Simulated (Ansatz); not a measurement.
```
K Cl
1.0
    -3.11530    3.11530    0.00000
    -3.11530    0.00000   -3.33875
    -6.23060   -3.11530    3.33875
K Cl
2 2
Direct
  0.84403 0.77719 0.75000
  0.15597 0.22281 0.25000
  0.00000 0.00000 0.00000
  0.50000 0.50000 0.50000
```

Space group P-1; changed on purpose from its base cell (mode 4 frozen in at -0.497 Å, strain +e along z and -e/2 along x and y +0.0467); not relaxed (largest force 0.9 eV/Å); computed pressure about 2 GPa in this cell.

Theory: Ansatz, DFT PBE, scalar-relativistic, plane waves, PAW.

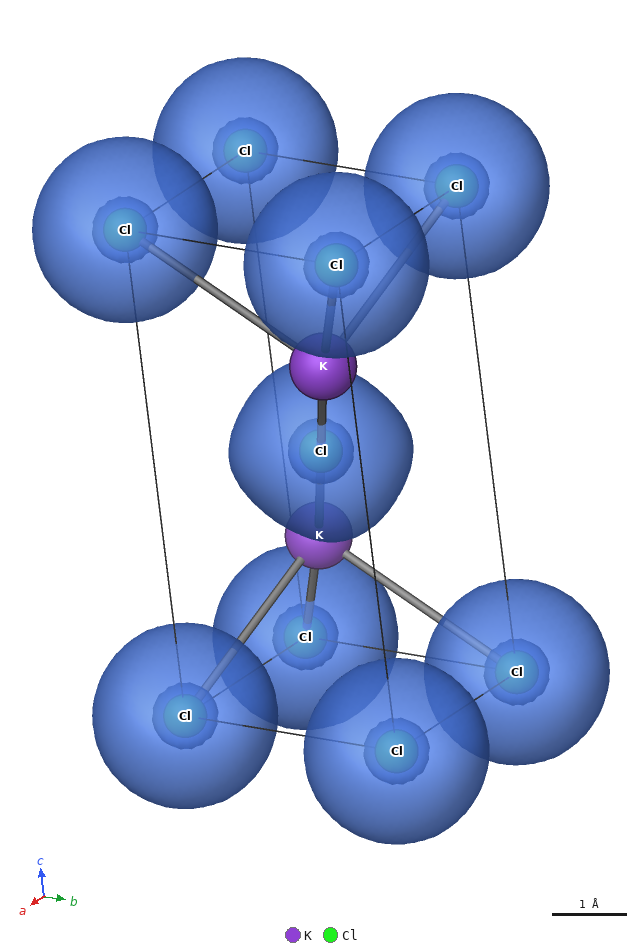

KCl. Isosurface of the electron localisation function at 0.75 (blue), seen slightly off an axis. Core shells and regions of very low density are left out. Sticks mark near contacts.

Core electrons are frozen (PAW), and the valence fields are smoothed inside the atomic spheres.

Question: Identify the bonds, lone pairs and shells in this picture.

Answer: The ELF exceeds this value in two regions wrapped around Cl (the valence shell of each), counted in one cell of 4 atoms. Regions shared between cells count once. Profiles from the grid: K–Cl (2.75 Å): the ELF peaks at about 0.90 in the valence shell of Cl, 0.8 Å from its nucleus, and drops to about 0.10 between the two atoms: an ionic contact with no shared pair. K–Cl (2.85 Å): the ELF peaks at about 0.90 in the valence shell of Cl, 0.8 Å from its nucleus, and drops to about 0.05 between the two atoms; a closed-shell, largely ionic contact.

Question: Does the calculation make it a metal, or give it a gap?

Answer: It is gapped, with a Kohn–Sham gap of 5.0 eV on the k-point mesh, an upper bound to the gap of this method.
